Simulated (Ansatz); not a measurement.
```xyz
6
Lattice="0.0000 6.7061 0.0000 -3.4846 0.0000 0.0000 0.0000 0.0000 6.9880" Properties=species:S:1:pos:R:3 pbc="T T T"
Sn    0.0000    0.0000    0.0000
Sn   -1.7423    3.3530    0.0000
Se    0.0000    2.2353    1.5943
Se   -1.7423    5.5884    1.5943
Se   -1.7423    1.1177    5.3937
Se    0.0000    4.4707    5.3937
```

Space group C2/m; changed on purpose from its base cell (strain -0.1000 x Voigt [1, 0, 0, 0, 0, 0], atoms carried along); not relaxed (largest force 0.8 eV/Å); computed pressure about 8 GPa in this cell.

Computed with DFT PBE, scalar-relativistic, plane waves, PAW in Ansatz.

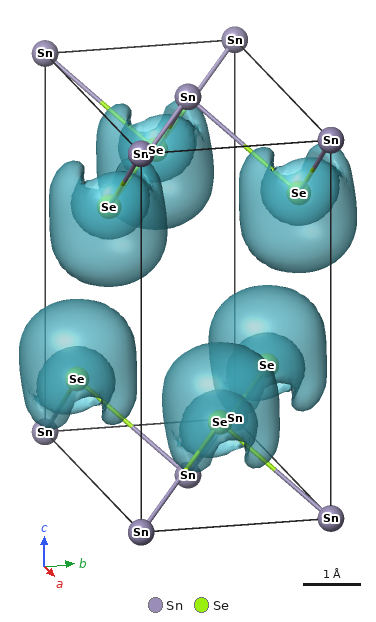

SnSe2. Isosurface of the electron localisation function at 0.75 (cyan), seen slightly off an axis. Only the valence region is drawn (cores and ρ < 0.01 e/Å³ removed). Sticks mark near contacts.

In a PAW calculation such maps are meaningful between the atoms, not at the nuclei.

**Where are the electrons localised?**

At this value the surface marks out four regions wrapped around Se (the valence shell of each), counted in one cell of 6 atoms. Any copies at cell faces, edges or corners count once. Profiles from the grid: Sn–Se (2.61 Å): the ELF is about 0.60 at the midpoint. Sn–Se (2.75 Å): the ELF is about 0.60 at the midpoint.
